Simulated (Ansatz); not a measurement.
System: MgTe, space group F-43m (No. 216).

Structure:
```
CELL_PARAMETERS angstrom
0.00000 2.85440 2.85440
2.85440 0.00000 2.85440
2.85440 2.85440 0.00000
ATOMIC_POSITIONS crystal
Mg 0.00000 0.00000 0.00000
Te 0.75000 0.75000 0.75000
```

Calculation (Ansatz 0.2.0): optical phonons of an insulator on the approach to the zone centre along x, y and z with the field of polar modes, imaginary frequencies are negative, field response on a mesh refined by the program; plane waves with PAW datasets. Level: LDA, no spin polarisation.

- wave cutoff: 420 eV
- k mesh: 8×8×8
- occupations: fixed
- pressure: 25 GPa

What does the calculation give for the polar optical modes, transverse and longitudinal, approaching the zone centre along x?

The transverse (TO, twofold) lines lie at 381.5 and the longitudinal (LO) ones at 408.8 cm⁻¹, the same along x, y and z by the cubic symmetry.

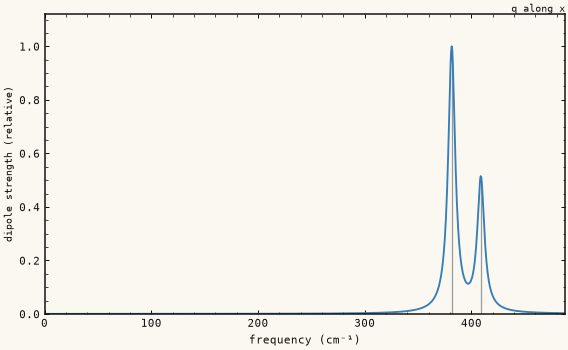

Lines are broadened by Lorentzians of 8 cm⁻¹ full width; the spectrum is scaled to its strongest line.
